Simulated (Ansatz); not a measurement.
Zr8HS16 (cell with a defect)

Input file:

```
crystal:
  lattice:
    - [-1.0e-10, -6.3829682949, 6.757906724]
    - [-1.0e-10, -6.3829682949, -6.757906724]
    - [7.3704169266, 6.3829682948, 0.0]
  atoms:
    - { symbol: Zr, position: [0.875, 0.875, 0.25] }
    - { symbol: Zr, position: [0.5, 0.5, 1.0] }
    - { symbol: Zr, position: [0.75, 0.75, 0.5] }
    - { symbol: Zr, position: [0.375, 0.375, 0.25] }
    - { symbol: Zr, position: [0.0, 0.0, 0.0] }
    - { symbol: Zr, position: [0.625, 0.625, 0.75] }
    - { symbol: Zr, position: [0.25, 0.25, 0.5] }
    - { symbol: Zr, position: [0.125, 0.125, 0.75] }
    - { symbol: S, position: [0.3095084477, 0.5238248857, 0.5] }
    - { symbol: S, position: [0.9345084477, 0.1488248857, 0.25] }
    - { symbol: S, position: [0.1845084477, 0.3988248857, 0.75] }
    - { symbol: S, position: [0.8095084477, 0.0238248857, 0.5] }
    - { symbol: S, position: [0.4345084477, 0.6488248857, 0.25] }
    - { symbol: S, position: [0.0595084477, 0.2738248857, 0.0] }
    - { symbol: S, position: [0.6845084477, 0.8988248857, 0.75] }
    - { symbol: S, position: [0.5595084477, 0.7738248857, 0.0] }
    - { symbol: S, position: [0.8154915523, 0.6011751143, 0.25] }
    - { symbol: S, position: [0.4404915523, 0.2261751143, 1.0] }
    - { symbol: S, position: [0.6904915523, 0.4761751143, 0.5] }
    - { symbol: S, position: [0.3154915523, 0.1011751143, 0.25] }
    - { symbol: S, position: [0.9404915523, 0.7261751143, 0.0] }
    - { symbol: S, position: [0.5654915523, 0.3511751143, 0.75] }
    - { symbol: S, position: [0.1904915523, 0.9761751143, 0.5] }
    - { symbol: S, position: [0.0654915523, 0.8511751143, 0.75] }
    - { symbol: H, position: [0.1395124347, 0.5589100607, 0.0082124168], spin: 1.0 }
basis:
  ecutwfc: 420
  xc_grid: 2
kpoints:
  mp_grid: { grid: [2, 2, 2], shift: [0.5, 0.5, 0.5] }
hamiltonian:
  xc: pbe
scf:
  occupations: { method: gaussian, width: 0.02 }
output:
  forces: true
  stress: false
  eigenvalues: true
  populations: true
  write_density: true
  write_potential: true
  elf: true
  volumetric_format: npy
magnetization:
  spin_polarized: true
relax:
  adjacent_minimum: "off"
  f_tol: 0.02
  max_steps: 60
```

Launched as:

```sh
ansatz run input.yaml --threads 4 --pin off --max-ram 8192MiB --backend cpu --events-out ev --progress --plain --runs-dir out
```

The fields are those of the run's last geometry, not of the input's.

Spin-polarised.

Level of theory: DFT PBE, scalar-relativistic, plane waves, PAW (Ansatz 0.2.0).

The density is the valence pseudo-density of a PAW calculation; it isn't the true density close to the nuclei.

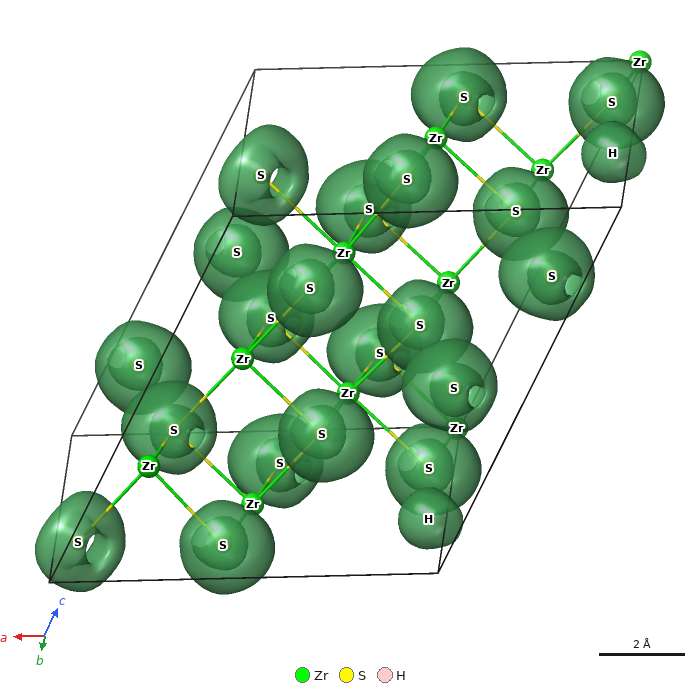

Figure 1. Isosurface of the electron localisation function at 0.8 (green), seen at an oblique angle. Core shells and regions of very low density are left out. Sticks mark near contacts.

Describe the localisation domains.

The ELF exceeds this value in one region around a hydrogen nucleus and 16 regions wrapped around S (the valence shell of each), counted in one cell of 25 atoms. Any copies at cell faces, edges or corners count once.


S–H (1.36 Å): the ELF climbs to about 1 towards the hydrogen, as it does in any bond to H: a covalent bond by its length. Zr–S (2.49 Å): the ELF peaks at about 0.85 in the valence shell of S, 0.8 Å from its nucleus, and is about 0.40 at the midpoint.

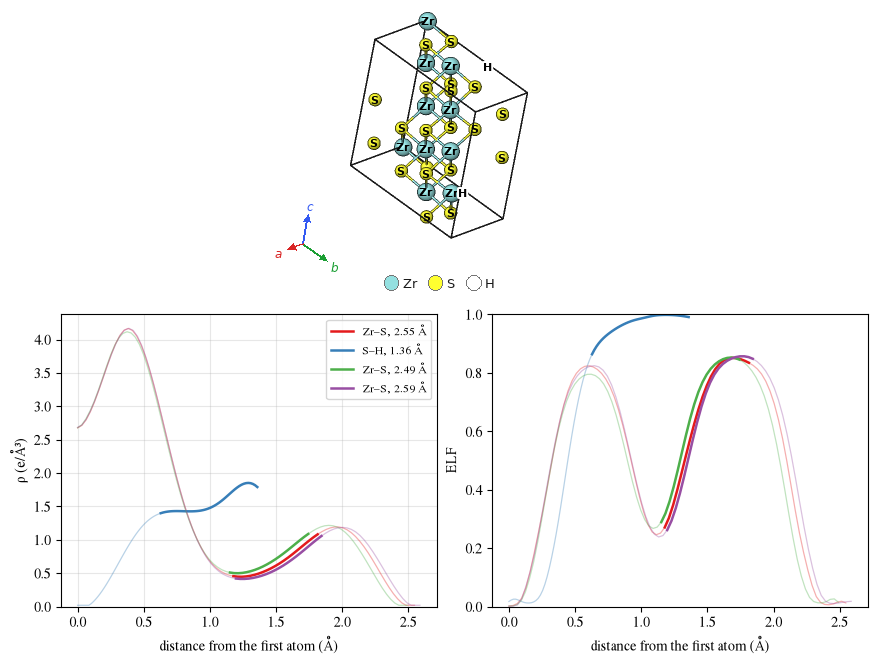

Figure 2. Valence charge density (pseudo) and ELF along straight lines between neighbouring atoms. Thin, pale parts lie inside the atomic spheres. The structure is drawn too.

Compare the contacts.

Zr–S (2.55 Å): the density is about 0.45 e/Å³ at the midpoint; the ELF peaks at about 0.85 in the valence shell of S, 0.9 Å from its nucleus, and is about 0.40 at the midpoint.
S–H (1.36 Å): ρ at the midpoint is about 1.4 e/Å³; the ELF climbs to about 1 towards the hydrogen: an ordinary covalent bond to hydrogen.
Zr–S (2.49 Å): ρ is about 0.5 e/Å³ halfway; the ELF peaks at about 0.85 in the valence shell of S, 0.8 Å from its nucleus, and is about 0.40 at the midpoint.
Zr–S (2.59 Å): ρ at the midpoint is about 0.42 e/Å³; the ELF peaks at about 0.85 in the valence shell of S, 0.8 Å from its nucleus, and is about 0.40 at the midpoint.

Does the calculation give a band gap?

It is gapless in this calculation (a metal or semimetal).
